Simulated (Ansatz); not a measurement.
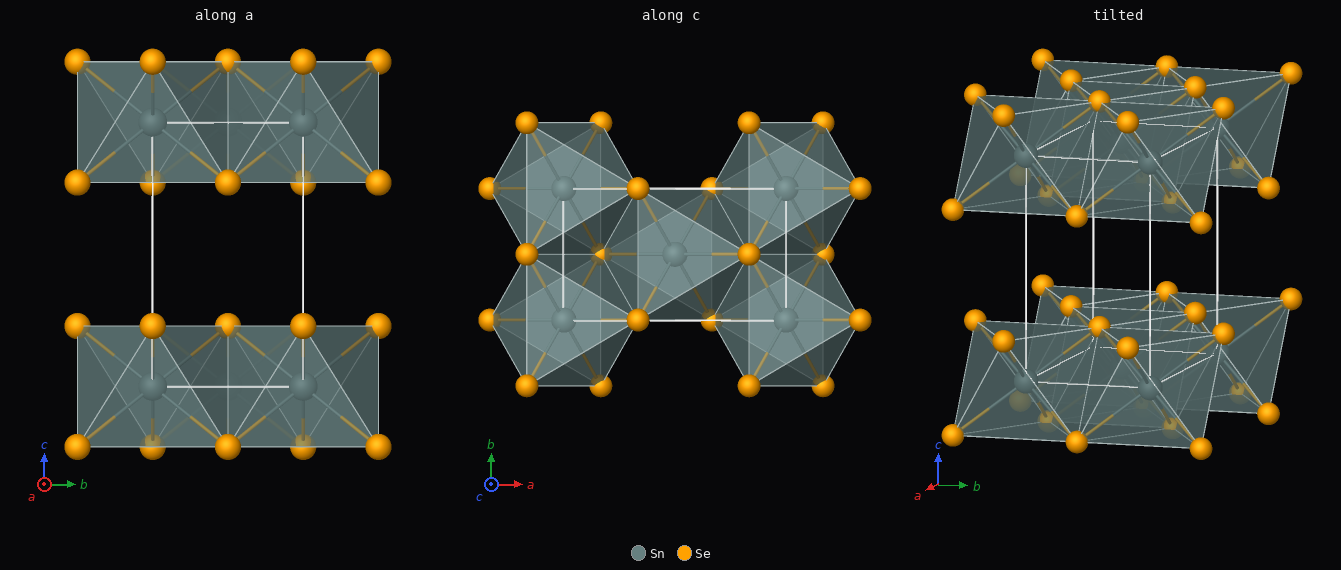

Figure: polyhedral view along the a axis, along the c axis and slightly off an axis. One conventional unit cell is framed, with atoms on its boundary repeated. Some neighbours outside the box are added. Cell: a = 6.672 Å, b = 3.949 Å, c = 6.936 Å, α = 90.00°, β = 90.00°, γ = 90.00°.

Characterise what is shown.

This is SnSe2. The atoms follow space group C2/m (No. 12); the Bravais lattice is base-centred monoclinic. Counting shared atoms by their share gives 2 Sn, 4 Se, or 6 atoms. The polyhedra are SnSe6 octahedra; they share edges. Sn sits among six Se in an octahedral arrangement at about 2.7 Å. Se is linked to three Sn in a trigonal pyramidal arrangement at about 2.7 Å. The bonds build SnSe2 layers parallel to (001).

The structure comes from a structure listed in the Materials Project. It was relaxed with DFT PBE, scalar-relativistic, plane waves, PAW (Ansatz 0.2.0) under a constraint or pressure on the cell, so some stress remains.
